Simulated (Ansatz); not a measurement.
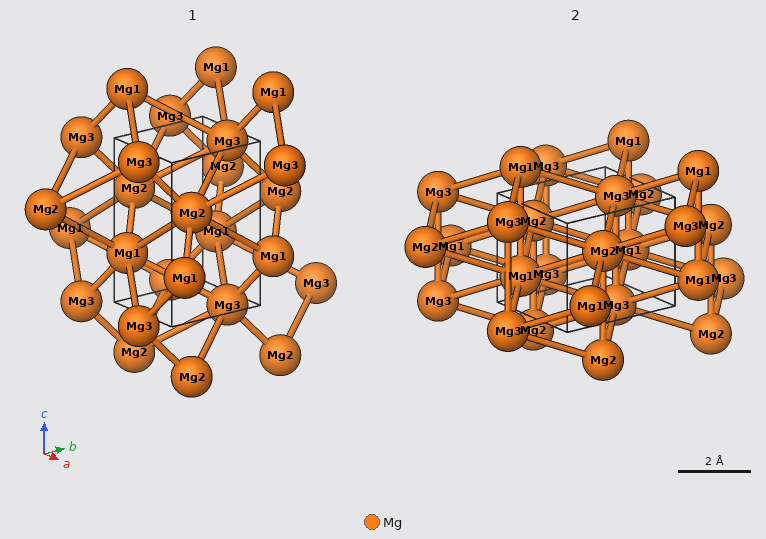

Two geometries of solid Mg (built on the trigonal selenium_152 type) (coarse preliminary run), drawn at one scale. One is the start of a relaxation, the other its converged end. A ball-and-stick model of the cell of the calculation, seen slightly off an axis.

Level of theory: DFT PBEsol, scalar-relativistic, plane waves, PAW in Ansatz. Set-up: plane-wave cutoff 420 eV; k-point mesh 6 × 6 × 4; occupations gaussian; smearing width 0.1 eV; no spin polarisation; cell and atoms relaxed; force threshold 0.04 eV/Å; at most 70 steps.

### Which one is relaxed?

Structure 2 is the relaxed one. Case: trigonal selenium type (P3_121, No. 152). The largest moves relative to the cell, 0.54 Å, are those of Mg1, Mg2 and Mg3. Mg1 goes along +a. The volume changes by −1.7 %, with a = b 4.117 → 5.009 Å (+21.7 %), c 4.670 → 3.100 Å (−33.6 %). Among the contacts that change: Mg1–Mg1 4.670 → 3.100 Å, Mg1–Mg2 2.238 → 3.071 Å, Mg1–Mg2 (another image) 3.239 → 3.071 Å. Bond angles that change, for instance: Mg2–Mg1–Mg3 103.1° → 70.7°, Mg2–Mg1–Mg2 78.9° → 109.3°, Mg2–Mg1–Mg3 99.0° → 70.7°. The space group (tolerance 0.01 Å) goes from P3_121 (No. 152) to R-3m (No. 166). After 10 accepted moves (12 points after the start) the energy has fallen by 1335 meV per atom. Largest force component: 4.7 eV/Å at the start, 0.0011 eV/Å at the end. Pressure: 14.94 GPa at the start and 0.07 GPa at the end. At 2 points the geometry stayed and the basis and grid were re-selected for the new cell (energy shift of 9.4 meV per atom at most each time). The run took about 28 core-seconds on a shared host.
